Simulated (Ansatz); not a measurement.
# Os: 5 runs along one coordinate

System: Os (Pm-3m, 1 atom in the cell).
Method: DFT, PBEsol, plane waves (420 eV) with PAW, scalar-relativistic, no spin polarisation (Ansatz 0.2.0).

The 5 runs differ only in the geometry, by an even scaling of the cell at fixed fractional positions.

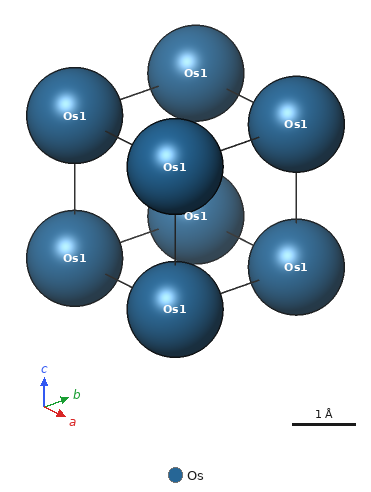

Figure 1. The structure of run 3 (spheres-only view of the cell of the calculation, seen at an oblique angle; atoms are numbered from 1 in the order of the input).

## Input of run 3
```yaml
crystal:
  lattice:
    - [2.5307547991, 0.0, 0.0]
    - [0.0, 2.5307547991, 0.0]
    - [0.0, 0.0, 2.5307547991]
  atoms:
    - { symbol: Os, position: [0.0, 0.0, 0.0] }
hamiltonian:
  xc: pbesol
  pseudopotentials:
    kind: paw
    azcp:
      Os: "pseudopotentials/Os.paw.azcp"
basis:
  ecutwfc: 420
  fft_grid_basis: typed
kpoints:
  mp_grid: { grid: [14, 14, 14], shift: [0, 0, 0] }
magnetization:
  spin_polarized: false
scf:
  occupations: { method: fermi_dirac, width: 0.1 }
  lower_state_search: "off"
output:
  stress: true
```

Lattice vectors (Å) and fractional positions of run 3:
```
   2.530755    0.000000    0.000000
   0.000000    2.530755    0.000000
   0.000000    0.000000    2.530755
Os  0.000000  0.000000  0.000000
```

Run 4 differs from it as follows:
```diff
-    - [2.5307547991, 0.0, 0.0]
-    - [0.0, 2.5307547991, 0.0]
-    - [0.0, 0.0, 2.5307547991]
+    - [2.5640580235, 0.0, 0.0]
+    - [0.0, 2.5640580235, 0.0]
+    - [0.0, 0.0, 2.5640580235]
```

## Results, with one run withheld

| run | volume per atom (Å³) | free energy per atom, from the lowest run given (meV) | pressure (GPa) |
| --- | --- | --- | --- |
| 1 | 14.264 | 280.07 | 51.28 |
| 2 | 14.912 | 116.25 | 30.46 |
| 3 | 16.209 | 0.00 | 0.49 |
| 4 | 16.857 | ? | ? |
| 5 | 17.505 | 79.35 | −18.65 |

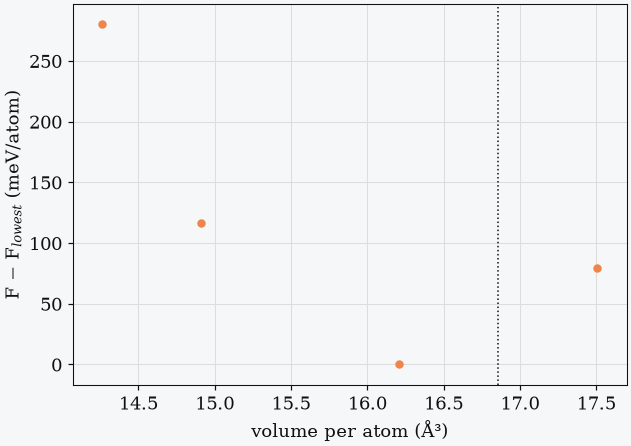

Figure 2. Free energy per atom of the runs given; the dotted line marks run 4.

What should run 4 give?

A quadratic polynomial in V^(−2/3) (the Birch–Murnaghan form), fitted to the 4 runs given, misses them by at most 0.96 meV per atom. With x = V^(−2/3) − 0.15989 Å⁻², it reads F = 21.61 + 11227 x + 1.4049e+06 x² (meV per atom). At run 4 it gives 19.34 meV per atom, and the run itself gives 20.38. The slope of the fit gives a pressure −dF/dV of −10.26 GPa there, and the run prints −10.16 GPa. The two needn't agree exactly: the fit is approximate, and the printed stress is taken on a finite basis. The fit has its minimum at 16.246 Å³ per atom, where V d²F/dV² gives 299 GPa: the bulk modulus at this level, since symmetry fixes the shape and the positions. So low a polynomial doesn't follow these energies more closely.

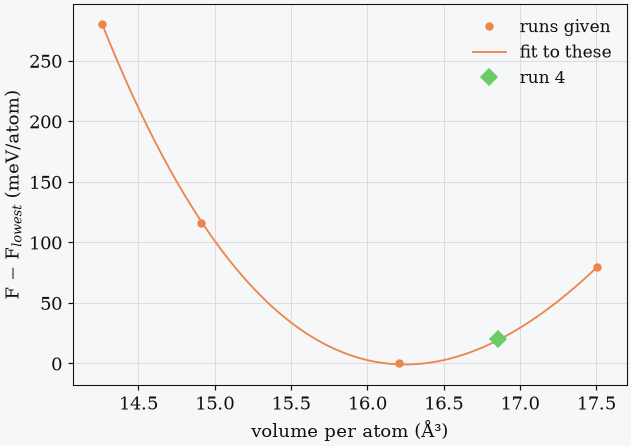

Figure 3. The fit and the withheld run.

## Output, shortened to warnings, some set-up lines, iterations and results (run 4)
```
Warning: [file] the record states the generating functional pbe (its physics header spells it `PBE`), which answers neither for hamiltonian.xc's functional nor for the pbesol family's — results may be inconsistent (PPs are generated against a specific XC)
Basis set: ecut = 420 eV, 341 PW (Γ)
Symmetry: 48 space group operations
k-points: 120 of 2744
Initial density: superposition of atomic densities (neutral atoms: chi_scale 0, normalization atom), corrected by the library's trained network
[...]
SCF iter   1: F=—  HF=-11249.415271 eV  |F-HF|=—  |Δ(HF+E_count)|=         —  Δρ=3.38e-3  dr2=6.52e-4  ethr=1.77e-3  ⟨swp⟩=5.0  Hψ=7374  notcnv=0
SCF iter   2: F=—  HF=-11249.415565 eV  |F-HF|=—  |Δ(HF+E_count)|=   2.95e-4  Δρ=2.02e-3  dr2=2.52e-4  ethr=4.08e-6  ⟨swp⟩=1.9  Hψ=2781  notcnv=0
SCF iter   3: F=—  HF=-11249.415855 eV  |F-HF|=—  |Δ(HF+E_count)|=   2.90e-4  Δρ=2.67e-4  dr2=1.28e-5  ethr=1.58e-6  ⟨swp⟩=2.0  Hψ=1589  notcnv=0
SCF iter   4: F=—  HF=-11249.415846 eV  |F-HF|=—  |Δ(HF+E_count)|=   9.81e-6  Δρ=9.52e-5  dr2=5.27e-7  ethr=7.99e-8  ⟨swp⟩=2.6  Hψ=2339  notcnv=0
SCF iter   5: F=-11249.415845 eV  HF=-11249.415845 eV  |F-HF|=3.91e-9  |Δ(HF+E_count)|=   8.42e-8  Δρ=1.27e-5  dr2=1.53e-8  ethr=3.29e-9  ⟨swp⟩=2.5  Hψ=2166  notcnv=0
SCF iter   6: F=-11249.415845 eV  HF=-11249.415845 eV  |F-HF|=3.82e-11  |Δ(HF+E_count)|=  6.60e-10  Δρ=2.21e-6  dr2=3.97e-10  ethr=9.58e-11  ⟨swp⟩=2.0  Hψ=4417  notcnv=0
SCF 1 converged in 6 iterations: F = -11249.415845 eV  dr2 = 3.97e-10
SCF converged after 6 iterations
Free energy (F): -11249.415845 eV
Harris-Foulkes:  -11249.415845 eV  (|F-HF|=3.82e-11)
Internal energy: -11249.361820 eV  (E = F + TS)
E sigma→0 (E₀):  -11249.388833 eV
Entropy (-TS):   -0.054025 eV (-54.025 meV/atom)
Fermi energy:    20.640857 eV
--- Per-component energies (eV) ---
  E_band       = -143.385970
  E_kinetic    = 561.363516
  E_local      = -1046.725128  (includes V_loc(G=0)·N_el)
  E_nonlocal   = 2.099272
  E_hartree    = 416.868867
  E_xc         = -263.561012
  E_vxc        = -281.555320  (∫ρ·V_xc dr)
  E_paw        = -8880.084358  (= ΣΔE_a)
  E_vpaw       = -212.305502  (= ΣTr[D̂ρ^β])
  E_aug_tail   = -0.000077  (compensation charges beyond the density's cutoff)
  E_ewald      = -2039.570834
  E_core_change = 0.247933  (= ΣΔE_core)
  E_smearing   = -0.054025  (= −TS)
  E_closure    = -0.000000  (closes the sum)
  Σ components = -11249.415845   (vs F -11249.415845, Δ=0.00e0)
--- Stress (GPa, compression-positive) ---
      -10.163357      -0.000000       0.000000
       -0.000000     -10.163357       0.000000
        0.000000       0.000000     -10.163357
  P = ⅓ Tr σ = -10.1634 GPa (-101.634 kbar)
```

The program warns: the PAW datasets were made with another functional. Spin–orbit coupling is left out, which matters for Os.
